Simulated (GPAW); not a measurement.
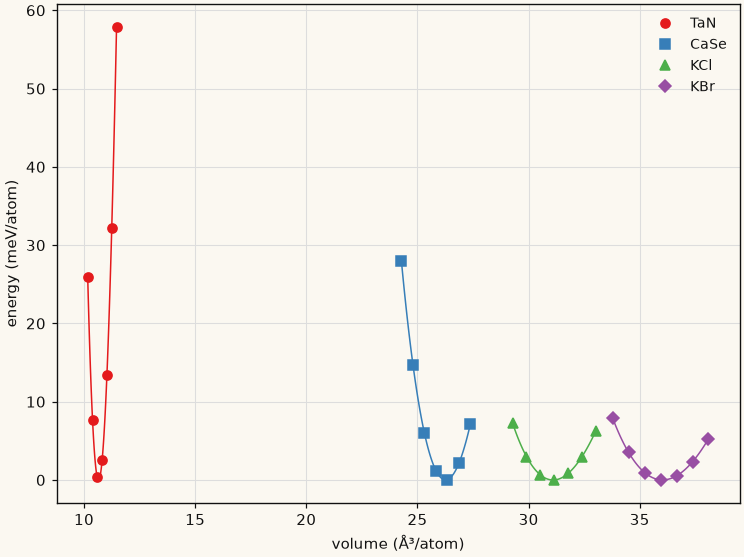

The figure shows the energy against volume, with one curve for each compound, for CaSe, KBr, KCl and TaN (all in space group Fm-3m (No. 225)).

Computed with GPAW 26.7.0: PAW DFT in plane waves, on a grid or in atomic orbitals, no spin polarisation; energies at scaled volumes of the given cell, shape and fractions fixed, counted from the fit's minimum, third-order Birch-Murnaghan fit. Level: r2SCAN.

```
       setting                                 value
   occupations                           Fermi–Dirac
smearing width                               0.05 eV
    potentials  GPAW PAW data sets (gpaw data 1.2.1)
```

Settings that differ: TaN: wave cutoff 800 eV, k mesh 10×10×10; CaSe: wave cutoff 600 eV, k mesh 8×8×8; KCl: wave cutoff 600 eV, k mesh 7×7×7; KBr: wave cutoff 600 eV, k mesh 7×7×7.

> Order the curves by fitted equilibrium volume, smallest first.

TaN 10.652, CaSe 26.266, KCl 31.101, KBr 36.029 Å³/atom.

The computed values:

TaN:
| volume (Å³/atom) | energy (meV/atom) |
| --- | --- |
| 10.16 | 25.95 |
| 10.38 | 7.70 |
| 10.60 | 0.33 |
| 10.81 | 2.58 |
| 11.03 | 13.43 |
| 11.25 | 32.18 |
| 11.46 | 57.88 |

CaSe:
| volume (Å³/atom) | energy (meV/atom) |
| --- | --- |
| 24.28 | 27.92 |
| 24.80 | 14.75 |
| 25.31 | 5.99 |
| 25.83 | 1.20 |
| 26.35 | 0.04 |
| 26.86 | 2.13 |
| 27.38 | 7.13 |

KCl:
| volume (Å³/atom) | energy (meV/atom) |
| --- | --- |
| 29.28 | 7.23 |
| 29.90 | 2.99 |
| 30.53 | 0.65 |
| 31.15 | 0.02 |
| 31.77 | 0.83 |
| 32.40 | 2.96 |
| 33.02 | 6.23 |

KBr:
| volume (Å³/atom) | energy (meV/atom) |
| --- | --- |
| 33.78 | 7.92 |
| 34.50 | 3.52 |
| 35.22 | 0.95 |
| 35.94 | 0.02 |
| 36.66 | 0.52 |
| 37.37 | 2.32 |
| 38.09 | 5.27 |
